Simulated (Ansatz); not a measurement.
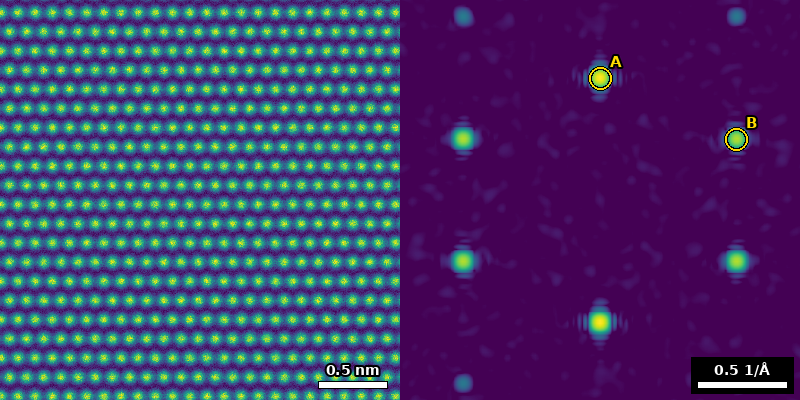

HAADF-like image of W (Fd-3m, No. 227) along [210]. Simulated incoherent Z contrast: every atom adds Z^1.8 spread by a probe of 0.88 Å full width; channelling and multiple scattering are left out. Shot noise was added. Structure: the geometry relaxed with Ansatz, DFT, PBEsol, plane waves (420 eV) with PAW, scalar-relativistic; the starting structure was generated, so it need not be a known form of this composition.

The right panel is the modulus of the image's Fourier transform on a logarithmic scale.

a = 5.758 Å, b = 5.758 Å, c = 5.758 Å, α = 90.00°, β = 90.00°, γ = 90.00°

**Index the marked spots and give their plane spacings (the zone axis points at the viewer; indices equivalent by symmetry, or all signs reversed, are as good).**

A: (0 0 -4), d = 1.44 Å; B: (2 -4 -2), d = 1.18 Å. A and B enclose 66°, and every spot obeys the zone law hu + kv + lw = 0 for [210].
